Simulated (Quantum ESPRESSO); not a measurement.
# Run report: Ge, band-structure run (part 2 of 2)

Continued. System: Ge (P4₃2₁2, 12 atoms in the cell). Method: Kohn-Sham DFT of a periodic cell, PBE, SSSP 1.3 efficiency PBE, no spin polarisation (Quantum ESPRESSO 7.5); cutoff 748.31 eV, 5×5×4 k-mesh, fermi-dirac of 0.05 eV. The structure derives from an entry of the Crystallography Open Database.

**The program's output, continued**
```
   -15.1804 -15.1804 -15.1666 -15.1666 -15.1409 -15.1409 -15.1296 -15.1296
   -15.1148 -15.1148 -15.0929 -15.0929 -15.0880 -15.0880 -15.0681 -15.0681
   -15.0575 -15.0575 -15.0401 -15.0401 -15.0304 -15.0304 -15.0040 -15.0040
   -15.0020 -15.0020 -14.9951 -14.9951 -14.9857 -14.9857 -14.9681 -14.9681
   -14.9621 -14.9621 -14.9488 -14.9488 -14.9404 -14.9404 -14.9189 -14.9189
   -14.9144 -14.9144 -14.9027 -14.9027 -14.8901 -14.8901 -14.8806 -14.8806
   -14.8563 -14.8563 -14.8489 -14.8489 -14.8427 -14.8427 -14.8365 -14.8365
   -14.8198 -14.8198 -14.7935 -14.7935  -2.1438  -2.1438  -1.3058  -1.3058
     0.9693   0.9693   1.6702   1.6702   2.7335   2.7335   3.8056   3.8056
     5.4585   5.4585   6.3822   6.3822   7.0186   7.0186   8.1482   8.1482
     8.3530   8.3530   8.7504   8.7504   9.8681   9.8681  10.8717  10.8717
    11.6772  11.6772  12.6402  12.6402  13.0584  13.0584  13.7553  13.7553
    14.7853  14.7853  15.1161  15.1161  15.5081  15.5081  15.9831  15.9831
    16.4749

          k = 0.1428 0.1428 0.0000 ( 11409 PWs)   bands (ev):

   -15.1879 -15.1689 -15.1659 -15.1580 -15.1470 -15.1407 -15.1383 -15.1353
   -15.1160 -15.1129 -15.1032 -15.1002 -15.0960 -15.0810 -15.0657 -15.0583
   -15.0456 -15.0453 -15.0444 -15.0318 -15.0286 -15.0270 -15.0200 -15.0147
   -15.0119 -14.9973 -14.9966 -14.9917 -14.9831 -14.9814 -14.9692 -14.9690
   -14.9675 -14.9542 -14.9509 -14.9423 -14.9414 -14.9392 -14.9346 -14.9304
   -14.9210 -14.9106 -14.9054 -14.9000 -14.8921 -14.8836 -14.8709 -14.8645
   -14.8590 -14.8576 -14.8515 -14.8493 -14.8438 -14.8421 -14.8386 -14.8340
   -14.8235 -14.8112 -14.7975 -14.7905  -3.0681  -0.9979  -0.8942  -0.5512
    -0.4245   0.9102   1.4442   1.9944   2.0152   3.2251   4.1609   4.3099
     4.9369   5.5995   6.2677   6.5334   6.5512   7.0617   7.1085   7.1989
     8.1027   8.1296   8.5505   9.0657  10.4229  11.2314  11.4818  11.6515
    12.1788  12.2301  12.7312  12.8986  13.4086  13.5083  13.8890  14.0499
    14.1998  14.4232  14.6478  14.8620  15.2510  15.3085  15.5072  16.0456
    16.3012

          k = 0.1428 0.1428 0.1516 ( 11407 PWs)   bands (ev):

   -15.1876 -15.1776 -15.1615 -15.1583 -15.1435 -15.1379 -15.1369 -15.1328
   -15.1187 -15.1119 -15.1050 -15.1023 -15.0917 -15.0795 -15.0682 -15.0601
   -15.0528 -15.0480 -15.0391 -15.0337 -15.0314 -15.0254 -15.0151 -15.0125
   -15.0063 -15.0010 -14.9975 -14.9932 -14.9839 -14.9796 -14.9723 -14.9695
   -14.9655 -14.9601 -14.9491 -14.9467 -14.9466 -14.9334 -14.9318 -14.9263
   -14.9226 -14.9094 -14.9058 -14.8957 -14.8900 -14.8840 -14.8723 -14.8654
   -14.8618 -14.8561 -14.8552 -14.8472 -14.8465 -14.8405 -14.8389 -14.8337
   -14.8206 -14.8120 -14.7964 -14.7914  -2.9019  -1.6575  -0.6995  -0.6726
     0.0819   0.6368   1.4597   2.0308   2.3342   3.1686   3.8082   4.5332
     5.3010   5.7741   5.8595   6.1702   6.7593   7.0012   7.2807   7.6537
     7.9822   8.4234   8.5450   8.6734  10.5657  10.6953  11.0511  11.6334
    12.0048  12.2826  12.7009  12.9445  13.0838  13.1689  13.5245  13.9328
    14.2723  14.4995  14.7291  14.9182  15.1957  15.4489  15.7073  16.1133
    16.4947

          k = 0.1428 0.1428-0.3033 ( 11404 PWs)   bands (ev):

   -15.1849 -15.1849 -15.1596 -15.1596 -15.1389 -15.1389 -15.1312 -15.1312
   -15.1170 -15.1170 -15.1057 -15.1057 -15.0820 -15.0820 -15.0670 -15.0670
   -15.0528 -15.0528 -15.0356 -15.0356 -15.0311 -15.0311 -15.0095 -15.0095
   -15.0025 -15.0025 -14.9919 -14.9919 -14.9838 -14.9838 -14.9764 -14.9764
   -14.9621 -14.9621 -14.9533 -14.9533 -14.9357 -14.9357 -14.9290 -14.9290
   -14.9160 -14.9160 -14.8967 -14.8967 -14.8863 -14.8863 -14.8697 -14.8697
   -14.8625 -14.8625 -14.8508 -14.8508 -14.8435 -14.8435 -14.8355 -14.8355
   -14.8153 -14.8153 -14.7938 -14.7938  -2.4143  -2.4143  -0.5582  -0.5582
     0.2193   0.2193   1.8681   1.8681   2.8229   2.8229   4.0906   4.0906
     5.4521   5.4521   6.3892   6.3892   6.7777   6.7777   7.6051   7.6051
     8.0570   8.0570   8.5210   8.5210  10.7847  10.7847  11.4085  11.4085
    11.7996  11.7996  12.0941  12.0941  13.1179  13.1179  13.7802  13.7802
    14.1268  14.1268  15.0191  15.0191  15.3477  15.3477  16.4014  16.4014
    17.0072

          k = 0.1428 0.2856 0.0000 ( 11393 PWs)   bands (ev):

   -15.1792 -15.1715 -15.1667 -15.1653 -15.1449 -15.1422 -15.1394 -15.1388
   -15.1092 -15.1074 -15.0990 -15.0935 -15.0886 -15.0813 -15.0780 -15.0678
   -15.0521 -15.0516 -15.0354 -15.0344 -15.0243 -15.0174 -15.0147 -15.0091
   -15.0070 -14.9969 -14.9948 -14.9896 -14.9842 -14.9803 -14.9770 -14.9703
   -14.9637 -14.9558 -14.9530 -14.9479 -14.9408 -14.9345 -14.9274 -14.9230
   -14.9167 -14.9068 -14.9064 -14.9007 -14.8955 -14.8907 -14.8764 -14.8737
   -14.8577 -14.8556 -14.8507 -14.8501 -14.8458 -14.8391 -14.8377 -14.8364
   -14.8285 -14.8197 -14.7990 -14.7954  -2.6046  -1.8549  -0.6081  -0.4164
    -0.2078   0.4529   1.0885   1.3929   2.5214   2.8276   4.3301   4.4191
     5.1769   5.6581   6.2547   6.6050   7.1052   7.6379   7.8235   8.1173
     8.2818   8.4054   8.9945   9.1156  10.0793  10.4462  11.0335  11.5612
    11.8461  11.9556  12.3807  12.4495  12.7610  13.0069  13.6132  13.7026
    14.2554  14.4148  14.6880  14.7538  14.8649  15.2461  15.3013  15.7065
    16.1194

          k = 0.1428 0.2856 0.1516 ( 11414 PWs)   bands (ev):

   -15.1793 -15.1744 -15.1678 -15.1659 -15.1416 -15.1396 -15.1367 -15.1350
   -15.1110 -15.1090 -15.0986 -15.0935 -15.0894 -15.0829 -15.0765 -15.0690
   -15.0547 -15.0535 -15.0375 -15.0331 -15.0263 -15.0220 -15.0147 -15.0113
   -15.0014 -14.9964 -14.9903 -14.9880 -14.9854 -14.9815 -14.9741 -14.9719
   -14.9645 -14.9598 -14.9519 -14.9461 -14.9411 -14.9340 -14.9222 -14.9207
   -14.9155 -14.9104 -14.9064 -14.9012 -14.8933 -14.8902 -14.8771 -14.8743
   -14.8609 -14.8580 -14.8520 -14.8502 -14.8451 -14.8408 -14.8380 -14.8365
   -14.8244 -14.8189 -14.7984 -14.7958  -2.4463  -1.7450  -1.1533  -0.7069
     0.0924   0.5850   0.9140   1.4070   2.8915   3.0235   4.2233   4.5107
     5.5206   5.8308   6.2314   6.6564   6.9833   7.3514   7.6029   7.9106
     8.2695   8.5622   8.6488   8.8803  10.1303  10.4843  10.9612  11.2842
    11.5551  12.3246  12.4124  12.7105  12.7867  13.0769  13.3222  13.5221
    13.7757  14.2195  14.4218  14.9178  15.0512  15.3926  15.8037  16.0791
    16.4778

          k = 0.1428 0.2856-0.3033 ( 11394 PWs)   bands (ev):

   -15.1782 -15.1782 -15.1676 -15.1676 -15.1377 -15.1377 -15.1321 -15.1321
   -15.1128 -15.1128 -15.0960 -15.0960 -15.0871 -15.0871 -15.0725 -15.0725
   -15.0564 -15.0564 -15.0364 -15.0364 -15.0273 -15.0273 -15.0097 -15.0097
   -14.9980 -14.9980 -14.9892 -14.9892 -14.9810 -14.9810 -14.9747 -14.9747
   -14.9661 -14.9661 -14.9466 -14.9466 -14.9352 -14.9352 -14.9185 -14.9185
   -14.9159 -14.9159 -14.9016 -14.9016 -14.8914 -14.8914 -14.8773 -14.8773
   -14.8611 -14.8611 -14.8530 -14.8530 -14.8427 -14.8427 -14.8371 -14.8371
   -14.8198 -14.8198 -14.7969 -14.7969  -2.0009  -2.0009  -1.2018  -1.2018
     0.4180   0.4180   1.0779   1.0779   3.4231   3.4231   4.2136   4.2136
     5.8941   5.8941   6.4878   6.4878   7.0941   7.0941   7.6562   7.6562
     8.0289   8.0289   8.5752   8.5752  10.4948  10.4948  11.1624  11.1624
    11.9839  11.9839  12.3620  12.3620  12.8976  12.8976  13.2219  13.2219
    13.8954  13.8954  14.6028  14.6028  15.2511  15.2511  16.1093  16.1094
    17.0300

          k = 0.2856 0.2856 0.0000 ( 11426 PWs)   bands (ev):

   -15.1734 -15.1713 -15.1706 -15.1685 -15.1461 -15.1452 -15.1361 -15.1343
   -15.1011 -15.1006 -15.0967 -15.0935 -15.0883 -15.0830 -15.0829 -15.0749
   -15.0487 -15.0468 -15.0376 -15.0277 -15.0241 -15.0194 -15.0135 -15.0111
   -15.0078 -15.0047 -14.9939 -14.9887 -14.9824 -14.9809 -14.9790 -14.9694
   -14.9571 -14.9507 -14.9473 -14.9457 -14.9396 -14.9389 -14.9264 -14.9235
   -14.9074 -14.9068 -14.9026 -14.9006 -14.8910 -14.8850 -14.8801 -14.8760
   -14.8672 -14.8648 -14.8550 -14.8538 -14.8521 -14.8504 -14.8329 -14.8315
   -14.8247 -14.8182 -14.8064 -14.8031  -2.1496  -1.4824  -1.3514  -0.7817
    -0.0283   0.1636   0.9627   1.1424   2.4839   2.5856   4.2332   4.2591
     5.7983   6.2271   6.9865   7.1981   7.9741   8.0961   8.0987   8.3817
     8.6920   8.8318   8.9979   9.1366   9.8396  10.0889  10.2579  11.3026
    11.3470  11.6557  12.0149  12.1214  12.1864  12.4109  12.6901  12.9952
    13.3833  13.5566  14.1817  14.2985  14.5656  15.3264  15.4702  15.7233
    16.9086

          k = 0.2856 0.2856 0.1516 ( 11402 PWs)   bands (ev):

   -15.1739 -15.1728 -15.1704 -15.1692 -15.1429 -15.1419 -15.1349 -15.1331
   -15.1015 -15.1010 -15.0962 -15.0940 -15.0890 -15.0853 -15.0816 -15.0756
   -15.0504 -15.0491 -15.0402 -15.0348 -15.0253 -15.0227 -15.0176 -15.0124
   -15.0024 -15.0002 -14.9915 -14.9875 -14.9832 -14.9796 -14.9716 -14.9696
   -14.9581 -14.9539 -14.9480 -14.9447 -14.9369 -14.9340 -14.9230 -14.9183
   -14.9097 -14.9063 -14.9062 -14.9021 -14.8923 -14.8865 -14.8817 -14.8744
   -14.8699 -14.8670 -14.8584 -14.8573 -14.8480 -14.8445 -14.8369 -14.8359
   -14.8201 -14.8162 -14.8058 -14.8032  -2.0027  -1.4031  -1.2549  -0.9453
    -0.0936  -0.0319   0.4424   0.8075   3.1955   3.2569   4.5867   4.7477
     5.8342   6.1270   7.0745   7.2489   7.5513   7.6726   7.7571   7.7932
     8.3301   8.4310   8.5772   8.6287  10.5229  10.5803  10.6737  11.1292
    11.2552  11.4848  11.7994  11.8892  12.1839  12.6792  12.7854  13.1830
    13.4026  13.9798  14.4068  14.6707  15.2514  15.5002  15.8617  16.1316
    16.5336

          k = 0.2856 0.2856-0.3033 ( 11416 PWs)   bands (ev):

   -15.1741 -15.1741 -15.1702 -15.1702 -15.1368 -15.1368 -15.1351 -15.1351
   -15.1019 -15.1019 -15.0953 -15.0953 -15.0880 -15.0880 -15.0789 -15.0789
   -15.0522 -15.0522 -15.0417 -15.0417 -15.0248 -15.0248 -15.0154 -15.0154
   -14.9968 -14.9968 -14.9925 -14.9925 -14.9776 -14.9776 -14.9707 -14.9707
   -14.9576 -14.9576 -14.9469 -14.9469 -14.9255 -14.9255 -14.9188 -14.9188
   -14.9115 -14.9115 -14.9054 -14.9054 -14.8908 -14.8908 -14.8825 -14.8825
   -14.8633 -14.8633 -14.8632 -14.8632 -14.8429 -14.8429 -14.8400 -14.8400
   -14.8161 -14.8161 -14.8040 -14.8040  -1.6088  -1.6088  -1.1077  -1.1077
    -0.1543  -0.1543   0.2746   0.2746   4.2048   4.2048   4.6575   4.6575
     6.3500   6.3500   6.7418   6.7418   7.1431   7.1431   7.5716   7.5716
     8.0008   8.0008   8.3745   8.3745  10.5125  10.5125  10.8791  10.8791
    11.5710  11.5710  11.9568  11.9568  12.5273  12.5273  13.1341  13.1341
    14.1293  14.1293  14.6588  14.6588  15.5432  15.5432  15.9420  15.9420
    16.7156

     the Fermi energy is     9.4967 ev

!    total energy              =   -2563.65993169 Ry
     estimated scf accuracy    <          2.2E-09 Ry
     smearing contrib. (-TS)   =      -0.00001151 Ry
     internal energy E=F+TS    =   -2563.65992018 Ry

     The total energy is F=E-TS. E is the sum of the following terms:
     one-electron contribution =   -1537.15572440 Ry
     hartree contribution      =     932.25867960 Ry
     xc contribution           =    -699.77319660 Ry
     ewald contribution        =   -1258.98967879 Ry

     convergence has been achieved in   8 iterations

     Forces acting on atoms (cartesian axes, Ry/au):

     atom    1 type  1   force =    -0.01321051   -0.00737177    0.00316880
     atom    2 type  1   force =     0.00737177   -0.01321051    0.00316880
     atom    3 type  1   force =     0.01321051    0.00737177    0.00316880
     atom    4 type  1   force =    -0.00737177    0.01321051    0.00316880
     atom    5 type  1   force =    -0.01321051    0.00737177   -0.00316880
     atom    6 type  1   force =     0.00737177    0.01321051   -0.00316880
     atom    7 type  1   force =     0.01321051   -0.00737177   -0.00316880
     atom    8 type  1   force =    -0.00737177   -0.01321051   -0.00316880
     atom    9 type  1   force =     0.02433523   -0.02433523    0.00000000
     atom   10 type  1   force =    -0.02433523   -0.02433523   -0.00000000
     atom   11 type  1   force =    -0.02433523    0.02433523    0.00000000
     atom   12 type  1   force =     0.02433523    0.02433523    0.00000000

     Total force =     0.081540     Total SCF correction =     0.000123

     Computing stress (Cartesian axis) and pressure

          total   stress  (Ry/bohr**3)                   (kbar)     P=       39.16
   0.00029328   0.00000000   0.00000000           43.14        0.00        0.00
   0.00000000   0.00029328   0.00000000            0.00       43.14        0.00
   0.00000000   0.00000000   0.00021203            0.00        0.00       31.19

=------------------------------------------------------------------------------=
   JOB DONE.
=------------------------------------------------------------------------------=
```

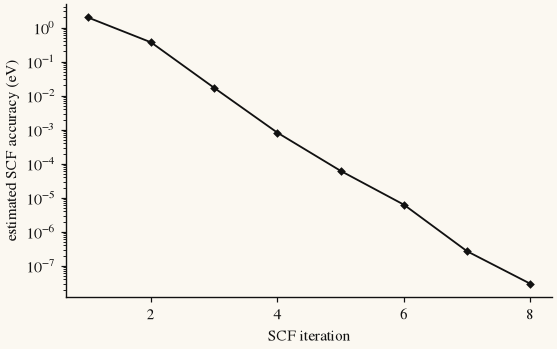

Figure 1. Convergence of the self-consistent field: estimated SCF accuracy against the iteration. The field takes 8 iterations in all.

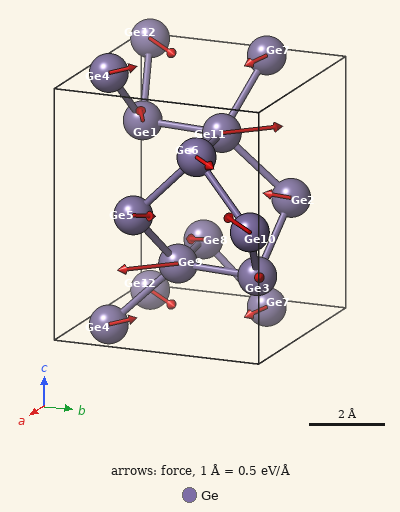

Figure 2. Forces on the atoms as red arrows (ball-and-stick view of the cell of the calculation, seen slightly off an axis; atoms are numbered from 1 in the order of the input). The largest act on Ge9, Ge10, Ge11, Ge12 (0.88 eV/Å); Ge1, Ge2, Ge3, Ge4, Ge5, Ge6 and 2 more (0.40 eV/Å). The geometry is not a stationary point of this energy.

This output came from the following input.

**The input**
```
&CONTROL
  calculation = 'scf'
  prefix = 'pwscf'
  outdir = './tmp'
  pseudo_dir = './pseudo'
  tprnfor = .true.
  tstress = .true.
  disk_io = 'low'
/
&SYSTEM
  ibrav = 0
  celldm(1) = 8
  nat = 12
  ntyp = 1
  ecutwfc = 55
  ecutrho = 440
  nbnd = 105
  occupations = 'smearing'
  smearing = 'fd'
  degauss = 0.00367493
/
&ELECTRONS
  conv_thr = 2.4d-09
  electron_maxstep = 120
  mixing_beta = 0.5
/
ATOMIC_SPECIES
Ge    72.6300 ge_pbe_v1.4.uspp.F.UPF
CELL_PARAMETERS alat
  1.4007594898789   0.0000000000000   0.0000000000000
  0.0000000000000   1.4007594898789   0.0000000000000
  0.0000000000000   0.0000000000000   1.6487860437360
ATOMIC_POSITIONS crystal
Ge     0.3750000000    0.1667000000    0.7500000000
Ge     0.3333000000    0.8750000000    0.5000000000
Ge     0.6250000000    0.8333000000    0.2500000000
Ge     0.6667000000    0.1250000000    0.0000000000
Ge     0.8750000000    0.3333000000    0.5000000000
Ge     0.8333000000    0.6250000000    0.7500000000
Ge     0.1250000000    0.6667000000    0.0000000000
Ge     0.1667000000    0.3750000000    0.2500000000
Ge     0.5750000000    0.4250000000    0.2500000000
Ge     0.9250000000    0.9250000000    0.5000000000
Ge     0.4250000000    0.5750000000    0.7500000000
Ge     0.0750000000    0.0750000000    0.0000000000
K_POINTS automatic
5 5 4 0 0 0
```

**File bands.in**
```
&CONTROL
  calculation = 'bands'
  prefix = 'pwscf'
  outdir = './tmp'
  pseudo_dir = './pseudo'
  disk_io = 'low'
  verbosity = 'high'
/
&SYSTEM
  ibrav = 0
  celldm(1) = 8
  nat = 12
  ntyp = 1
  ecutwfc = 55
  ecutrho = 440
  nbnd = 105
  occupations = 'smearing'
  smearing = 'fd'
  degauss = 0.00367493
/
&ELECTRONS
  conv_thr = 1d-08
  electron_maxstep = 120
  mixing_beta = 0.5
  diago_full_acc = .true.
  startingwfc = 'random'
/
ATOMIC_SPECIES
Ge    72.6300 ge_pbe_v1.4.uspp.F.UPF
CELL_PARAMETERS alat
  1.4007594898789   0.0000000000000   0.0000000000000
  0.0000000000000   1.4007594898789   0.0000000000000
  0.0000000000000   0.0000000000000   1.6487860437360
ATOMIC_POSITIONS crystal
Ge     0.3750000000    0.1667000000    0.7500000000
Ge     0.3333000000    0.8750000000    0.5000000000
Ge     0.6250000000    0.8333000000    0.2500000000
Ge     0.6667000000    0.1250000000    0.0000000000
Ge     0.8750000000    0.3333000000    0.5000000000
Ge     0.8333000000    0.6250000000    0.7500000000
Ge     0.1250000000    0.6667000000    0.0000000000
Ge     0.1667000000    0.3750000000    0.2500000000
Ge     0.5750000000    0.4250000000    0.2500000000
Ge     0.9250000000    0.9250000000    0.5000000000
Ge     0.4250000000    0.5750000000    0.7500000000
Ge     0.0750000000    0.0750000000    0.0000000000
K_POINTS crystal
60
 0.0000000000  0.0000000000  0.0000000000 1
 0.0000000000  0.1000000000  0.0000000000 1
 0.0000000000  0.2000000000  0.0000000000 1
 0.0000000000  0.3000000000  0.0000000000 1
 0.0000000000  0.4000000000  0.0000000000 1
 0.0000000000  0.5000000000  0.0000000000 1
 0.0833333333  0.5000000000  0.0000000000 1
 0.1666666667  0.5000000000  0.0000000000 1
 0.2500000000  0.5000000000  0.0000000000 1
 0.3333333333  0.5000000000  0.0000000000 1
 0.4166666667  0.5000000000  0.0000000000 1
 0.5000000000  0.5000000000  0.0000000000 1
 0.4375000000  0.4375000000  0.0000000000 1
 0.3750000000  0.3750000000  0.0000000000 1
 0.3125000000  0.3125000000  0.0000000000 1
 0.2500000000  0.2500000000  0.0000000000 1
 0.1875000000  0.1875000000  0.0000000000 1
 0.1250000000  0.1250000000  0.0000000000 1
 0.0625000000  0.0625000000  0.0000000000 1
 0.0000000000  0.0000000000  0.0000000000 1
 0.0000000000  0.0000000000  0.1000000000 1
 0.0000000000  0.0000000000  0.2000000000 1
 0.0000000000  0.0000000000  0.3000000000 1
 0.0000000000  0.0000000000  0.4000000000 1
 0.0000000000  0.0000000000  0.5000000000 1
 0.0000000000  0.0833333333  0.5000000000 1
 0.0000000000  0.1666666667  0.5000000000 1
 0.0000000000  0.2500000000  0.5000000000 1
 0.0000000000  0.3333333333  0.5000000000 1
 0.0000000000  0.4166666667  0.5000000000 1
 0.0000000000  0.5000000000  0.5000000000 1
 0.0833333333  0.5000000000  0.5000000000 1
 0.1666666667  0.5000000000  0.5000000000 1
 0.2500000000  0.5000000000  0.5000000000 1
 0.3333333333  0.5000000000  0.5000000000 1
 0.4166666667  0.5000000000  0.5000000000 1
 0.5000000000  0.5000000000  0.5000000000 1
 0.4500000000  0.4500000000  0.5000000000 1
 0.4000000000  0.4000000000  0.5000000000 1
 0.3500000000  0.3500000000  0.5000000000 1
 0.3000000000  0.3000000000  0.5000000000 1
 0.2500000000  0.2500000000  0.5000000000 1
 0.2000000000  0.2000000000  0.5000000000 1
 0.1500000000  0.1500000000  0.5000000000 1
 0.1000000000  0.1000000000  0.5000000000 1
 0.0500000000  0.0500000000  0.5000000000 1
 0.0000000000  0.0000000000  0.5000000000 1
 0.0000000000  0.5000000000  0.0000000000 1
 0.0000000000  0.5000000000  0.1000000000 1
 0.0000000000  0.5000000000  0.2000000000 1
 0.0000000000  0.5000000000  0.3000000000 1
 0.0000000000  0.5000000000  0.4000000000 1
 0.0000000000  0.5000000000  0.5000000000 1
 0.5000000000  0.5000000000  0.0000000000 1
 0.5000000000  0.5000000000  0.0833333333 1
 0.5000000000  0.5000000000  0.1666666667 1
 0.5000000000  0.5000000000  0.2500000000 1
 0.5000000000  0.5000000000  0.3333333333 1
 0.5000000000  0.5000000000  0.4166666667 1
 0.5000000000  0.5000000000  0.5000000000 1
```

Command:
```bash
OMP_NUM_THREADS=1 mpirun -n 2 pw.x -nk 2 -in pw.in > pw.out
OMP_NUM_THREADS=1 mpirun -n 2 pw.x -nk 2 -in bands.in > bands.out
```

**Key numbers**

```csv
quantity,value
outcome,converged
space group (tolerance 0.01 Å),P4₃2₁2 (96)
electrons treated,168
free energy,−34880.3703 eV
Fermi energy of the self-consistent step,9.497 eV
gap on the k-point mesh,0.70 eV
gap on the band path,0.55 eV
pressure,3.92 GPa
largest force (length of the vector),0.885 eV/Å
hardware,"2 threads of AMD EPYC (Zen 3), 64 GiB of memory available, shared host"
wall time,23 min (CPU time 47 min)
peak memory,1.5 GiB
```
